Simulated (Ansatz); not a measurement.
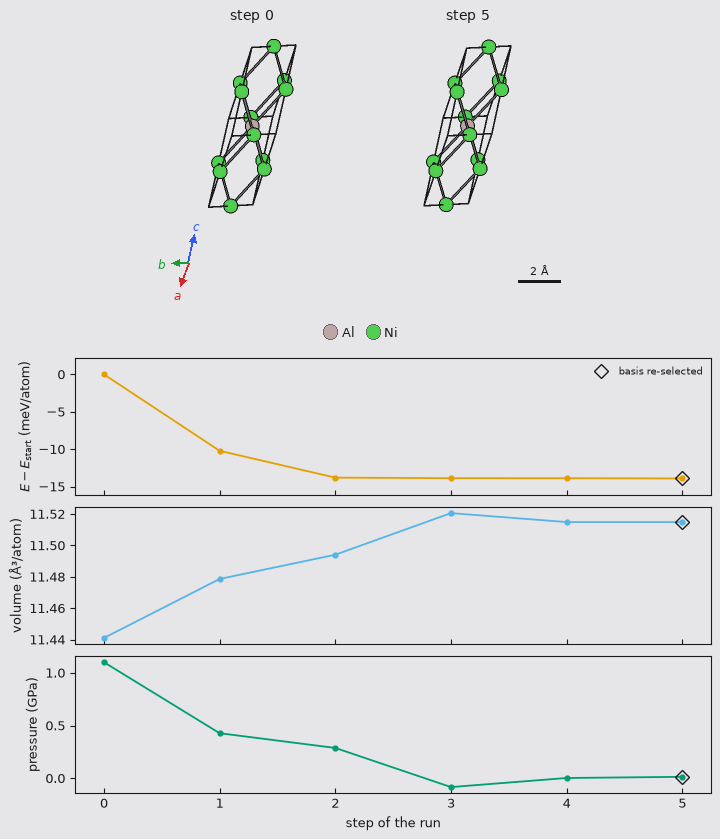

First and last geometry of a relaxation of a crystal of AlNi₃ (a generated structure, set up in R-3m), with the history of the run. Style: ball-and-stick. Shown: the cell of the calculation, from a free direction.

Computed with DFT PBE, scalar-relativistic, plane waves, PAW in Ansatz 0.2.0.

Input file:
```yaml
crystal:
  lattice:
    - [4.01494918, 2.31803199, 0.81954807]
    - [-4.01494918, 2.31803199, 0.81954807]
    - [0.0, -4.63606398, 0.81954807]
  atoms:
    - { symbol: Al, position: [0.5, 0.5, 0.5] }
    - { symbol: Ni, position: [0.5, 0.0, 0.0] }
    - { symbol: Ni, position: [0.0, 0.0, 0.5] }
    - { symbol: Ni, position: [0.0, 0.5, 0.0] }
basis:
  ecutwfc: 420
kpoints:
  mp_grid: { grid: [18, 18, 18] }
hamiltonian:
  xc: pbe
scf:
  occupations: { method: gaussian, width: 0.1 }
output:
  forces: true
  stress: true
  eigenvalues: true
  write_density: true
  write_potential: true
  elf: true
  volumetric_format: npy
relax:
  adjacent_minimum: "off"
  f_tol: 0.01
  max_steps: 80
  cell: { stress_tol: 0.05 }
```

Launched with:
```bash
ansatz run input.yaml --threads 4 --pin off --max-ram 8192MiB --backend cpu --events-out ev --progress --plain --runs-dir out
```

**Read the history and describe the run.**

It converged. The energy falls by 13.9 meV per atom in 4 accepted moves (5 points after the start). All forces vanish by symmetry, so only the cell relaxes. Pressure: 1.10 GPa at the start and 0.01 GPa at the end. At 1 point the geometry stayed and the basis and grid were re-selected for the new cell (energy shift of less than 0.05 meV per atom at most each time). No atom moves by more than 0.005 Å relative to the cell. The drawn cell changes as follows: a = b = c 4.708 → 4.654 Å (−1.1 %), α 117.0° → 116.8°, β 117.0° → 116.8°, γ 117.0° → 116.8°; the volume changes by +0.6 %. Among the contacts that change: Al1–Al1 2.459 → 2.539 Å, Ni2–Ni2 2.459 → 2.539 Å, Al1–Ni2 2.459 → 2.440 Å, Ni2–Ni3 2.459 → 2.440 Å. The space group stays R-3m (No. 166). Cost: 3.1 min on 4 threads of Intel(R) Xeon(R) Processor @ 2.50GHz (Skylake/Cascade Lake) (shared host), peak memory 0.99 GiB.

Limits of the set-up: an element that often carries a moment was run without spin polarisation.
